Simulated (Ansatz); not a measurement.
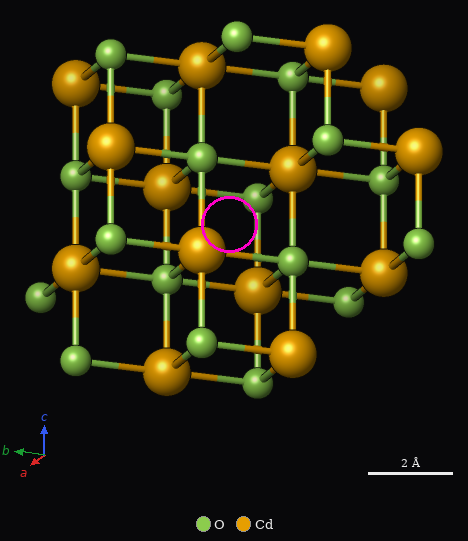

Perfect CdO. A ball-and-stick model of the atoms within 5.4 Å of one point, in a slice 5.0 Å thick across the line of sight, seen from a free direction.

All numbers below come from Ansatz, DFT, PBEsol, PAW, plane waves. (plane-wave cutoff 420 eV; k-point mesh 1 × 1 × 1; mesh shifted by (0.25, 0.25, 0.25); collinear spin) Fermi-Dirac smearing of 0.01 eV. The axes drawn are those of the host's conventional cell.

An extra hydrogen atom is put between the host's atoms (an interstitial) at the ringed place, in charge state 0. The supercell has 64 sites, and the atoms are relaxed at the host's cell.

**Predict the relaxed surroundings of the defect.**

The H atom starts with 4 O at 2.03 Å, 4 Cd at 2.03 Å around its place and ends with 1 O at 0.99 Å. Of the host's atoms, a cadmium atom moves furthest from its site, by 0.21 Å. The H atom itself moves 1.15 Å from where it was put. The cell ends without a net magnetic moment.

The relaxed defect, seen from the same direction:

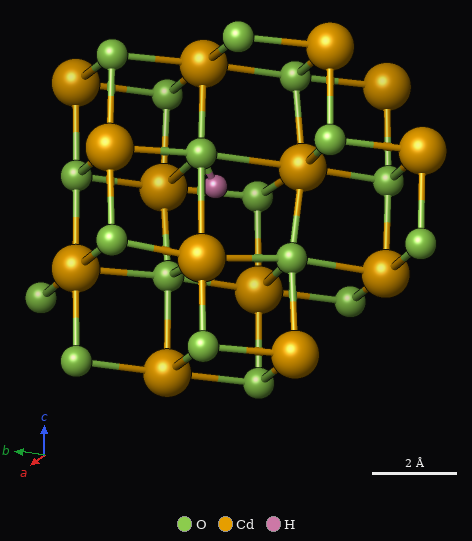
